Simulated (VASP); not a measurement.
The compound is CoO (space group Fm-3m, No. 225), taken as an entry of the Crystallography Open Database, as set up for an electronic-structure calculation.

```xyz
8
Lattice="4.2630 0.0000 0.0000 0.0000 4.2630 0.0000 0.0000 0.0000 4.2630" Properties=species:S:1:pos:R:3 pbc="T T T"
Co    0.0000    0.0000    0.0000
O     2.1315    0.0000    0.0000
Co    0.0000    2.1315    2.1315
O     2.1315    2.1315    2.1315
Co    2.1315    0.0000    2.1315
O     0.0000    0.0000    2.1315
Co    2.1315    2.1315    0.0000
O     0.0000    2.1315    0.0000
```

Describe how the polyhedra about Co are linked (bonds: Co–O below 2.4 Å).

Co: CoO6 octahedron, sharing corners with six neighbours and edges with twelve neighbours.

They form a three-dimensional framework of corner- and edge-sharing octahedra.

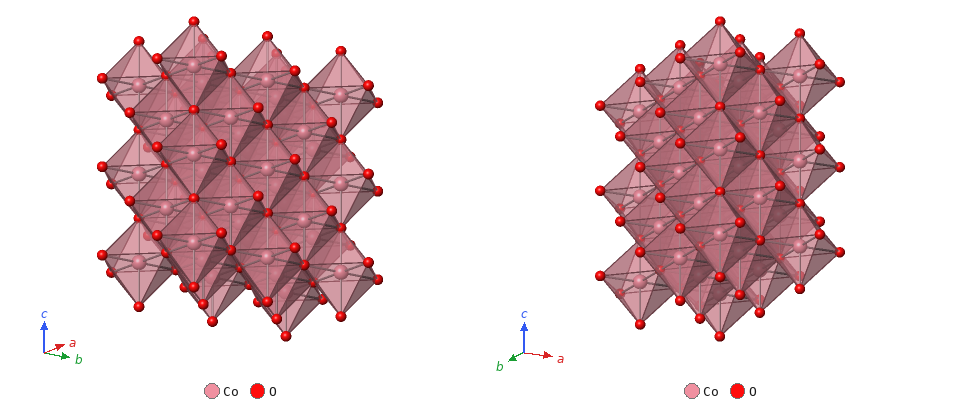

Polyhedra are drawn about Co (bonds: Co–O below 2.4 Å); other atoms are plain spheres. Two views of the same piece.
